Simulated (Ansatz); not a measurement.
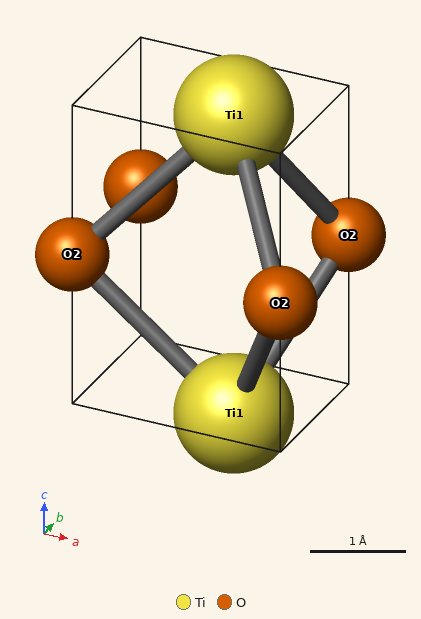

Fig. 1: The starting structure (ball-and-stick view of the cell of the calculation, seen slightly off an axis; atoms are numbered from 1 in the order of the input). An atom can appear more than once, as a periodic image. Near neighbours in the periodic cell (some may lie outside the picture): Ti has 6 O at 2.38 Å; O has 6 Ti at 2.38 Å.

## TiO: geometry relaxation (part 1 of 4)

System: TiO (2 atoms in the cell).
Method: DFT r2SCAN+U, scalar-relativistic, plane waves, PAW, Ueff = 4 eV on Ti d, spin-polarised (Ansatz 0.2.0).

The structure derives from an entry of the Crystallography Open Database. Figures and captions count atoms from 1; the log counts them from 0 in places.

**Input**
```yaml
crystal:
  lattice:
    - [3.0309987015, 0.0, 0.0]
    - [-1.5154993507, 2.6249218743, 0.0]
    - [0.0, 0.0, 3.2377]
  atoms:
    - { symbol: Ti, position: [0.6666666667, 0.3333333333, 0.0], spin: 1.6 }
    - { symbol: O, position: [0.0, 0.0, 0.5] }
basis:
  ecutwfc: 500
kpoints:
  mp_grid: { grid: [6, 6, 6] }
hamiltonian:
  xc: r2scan
  hubbard: { sites: [{ species: Ti, l: d, u_eff: 4.0 }] }
scf:
  occupations: { method: gaussian, width: 0.1 }
output:
  forces: true
  stress: true
  eigenvalues: true
  populations: true
magnetization:
  spin_polarized: true
relax:
  adjacent_minimum: "off"
  f_tol: 0.05
  max_steps: 80
  cell: { stress_tol: 0.5 }
```

Run on 2 threads of Intel Xeon (Granite Rapids), 192 GiB of memory available, shared host.

Run as:
```bash
ansatz run input.yaml --threads 2 --pin off --max-ram 5120MiB --backend cpu --events-out ev --progress --plain --runs-dir out
```

**What the program printed**
```
Ti: projections on atomic orbitals take those of the free atom [Ne] 3s2 3p6 3d2 4s2, of charge +0.00 (hamiltonian.pseudopotentials.projection_atoms); the dataset's partial waves leave at most 4.1e-7 of an orbital's norm unspanned inside its sphere
O: projections on atomic orbitals take those of the free atom [He] 2s2 2p4, of charge +0.00 (hamiltonian.pseudopotentials.projection_atoms); the dataset's partial waves leave at most 1.9e-8 of an orbital's norm unspanned inside its sphere
Engine: ansatz 0.2.0, x86_64-unknown-linux-gnu
Pseudopotentials: kind: paw
Pseudopotential: Ti, paw, valence charge 12, recommended cutoff 500 eV (meta_gga), Ti.paw.azcp
Pseudopotential: O, paw, valence charge 6, recommended cutoff 500 eV (meta_gga), O.paw.azcp
Functional definition: r2SCAN
  parameter k0 = 0.174
  parameter k1 = 0.065
  parameter a1 = 4.9479
  exchange = r2scan_x(k0 = k0, k1 = k1, a1 = a1)
  correlation = r2scan_c
Crystal: 2 atoms, lattice volume = 25.760 Å³
Basis set: ecut = 500 eV, 647 PW (Γ), exchange–correlation on 96×96×96 points (64 copies of the dense FFT grid, shifted against one another)
Bands: 14, of which v1, the nominal top of the filled ones, is band 9 counted from 1 (8 counted from 0)
Symmetry: 12 space group operations
Space group: P-6m2 (ITA 187), of the structure as read, at distance tolerance 3.0e-5 Å
Magnetic group: BNS 187.209 (UNI 1439), of the structure as read, at distance tolerance 3.0e-5 Å
k-points: 28 of 216 (time reversal used)
Non-local potential: Ti, projectors of the file, l = 0: 3, l = 1: 2, l = 2: 3, l = 3: 1
Non-local potential: O, projectors of the file, l = 0: 2, l = 1: 2, l = 2: 1
PAW form: soft (Blöchl's): semilocal exchange-correlation on the pseudo side does not see the compensation charge
PAW frozen core: Ti, regenerated for the run's functional (the file was generated under x = pbe(κ = 0.804, μ = 0.2195149727645171), c = pbe(β = 0.06672455060314922))
PAW frozen core: O, regenerated for the run's functional (the file was generated under x = pbe(κ = 0.804, μ = 0.2195149727645171), c = pbe(β = 0.06672455060314922))
PAW one-centre angular grid: Ti, 590 points (default); XC on 160 Gauss nodes
PAW one-centre angular grid: O, 302 points (default); XC on 160 Gauss nodes
Initial density: superposition of atomic densities (chi_scale 0.1, normalization cell, long waves kept (reshape's long-wave potential 0.00 eV rms))
Starting moments: Σ|m| = 1.6 μB on 1 of 2 sites
Initial wavefunctions: pseudopotential atomic-orbital guess
Functional: x = r2scan, c = r2scan; τ floored in thin density (d = 2e-4 eV/Å³)
```
